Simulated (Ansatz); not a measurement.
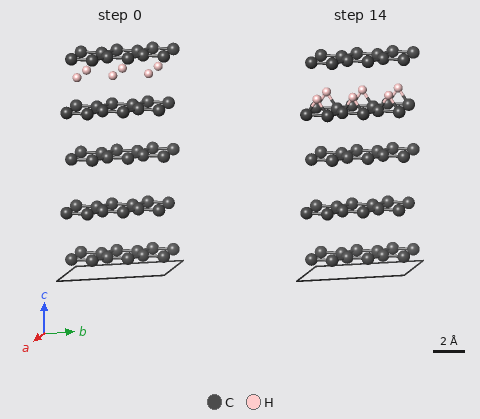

The structure of a slab of composition HC$_{10}$ (cut from the Fmmm phase) before (left) and after (right) a constrained relaxation, at one scale.

Style: ball-and-stick. Shown: the 2 × 3 repeat of the cell, outlined in the plane, without the vacuum, slightly off an axis.

Case: H put at a hollow C-C site. The slab is the (0 0 1) face of C with H on it. 4 atoms are held fixed.

Method: DFT PBE+D3(BJ), scalar-relativistic, plane waves, PAW (Ansatz 0.2.0).

Input file:
```yaml
crystal:
  lattice:
    - [2.4655379968, 0.0, 0.0]
    - [-1.2327689984, 2.1341461181, 0.0]
    - [0.0, 0.0, 32.5979680033]
  atoms:
    - { symbol: C, position: [0.0833101796, 0.1666203592, 0.2607524494] }
    - { symbol: C, position: [0.4166898204, 0.8333796408, 0.2607524494] }
    - { symbol: C, position: [0.5833101796, 0.1666203592, 0.3650391026] }
    - { symbol: C, position: [0.9166898204, 0.8333796408, 0.3650391026] }
    - { symbol: C, position: [0.0833101796, 0.1666203592, 0.4693232413] }
    - { symbol: C, position: [0.4166898204, 0.8333796408, 0.4693232413] }
    - { symbol: C, position: [0.5833101796, 0.1666203592, 0.5736098945] }
    - { symbol: C, position: [0.9166898204, 0.8333796408, 0.5736098945] }
    - { symbol: C, position: [0.0833101796, 0.1666203592, 0.6778940332] }
    - { symbol: C, position: [0.4166898204, 0.8333796408, 0.6778940332] }
    - { symbol: H, position: [0.75, 0.5, 0.6484443448] }
basis:
  ecutwfc: 420
kpoints:
  mp_grid: { grid: [12, 12, 1] }
hamiltonian:
  xc: pbe
  dispersion: d3bj
scf:
  occupations: { method: gaussian, width: 0.1 }
output:
  forces: true
  eigenvalues: true
relax:
  adjacent_minimum: "off"
  f_tol: 0.03
  max_steps: 70
  constraints: [{ sites: [0, 1, 2, 3] }]
efield:
  axis: 3
  dipole_correction: true
  ramp_width: 0.04
```

Command:
```bash
ansatz run input.yaml --threads 1 --pin off --max-ram 2560MiB --backend cpu --events-out ev --progress --plain --runs-dir out
```

Question: Summarise the run.

Answer: The atom that moves furthest is H11 (1.47 Å along the normal (−c)). By element the largest moves are H 1.47 Å, C 0.23 Å. The cell doesn't change. Some distances before and after: C7–H11 2.541 → 1.315 Å, C7–C8 1.423 → 1.452 Å, C7–C8 (another image) 1.423 → 1.409 Å. New bonds form: C7–H11 (2.54 → 1.31 Å), C8–H11 (2.54 → 1.31 Å). Bond angles that change, for instance: C8–C7–C8 120.0° → 122.1°. The energy falls by 1.286 eV per cell of the calculation in 13 accepted moves (14 points after the start). The largest force component goes from 2.3 to 0.0046 eV/Å. 1 step only repeated the SCF at the same geometry. The forces were under the threshold at step 10, but the run went on from there. The run took 2.9 min on 1 thread of Intel(R) Xeon(R) 6975P-C (Granite Rapids), with other jobs on the host, peak memory 0.55 GiB.

Limits of the set-up: the periodic images lie only 2.5 Å apart, so the values are limited by the cell's size.
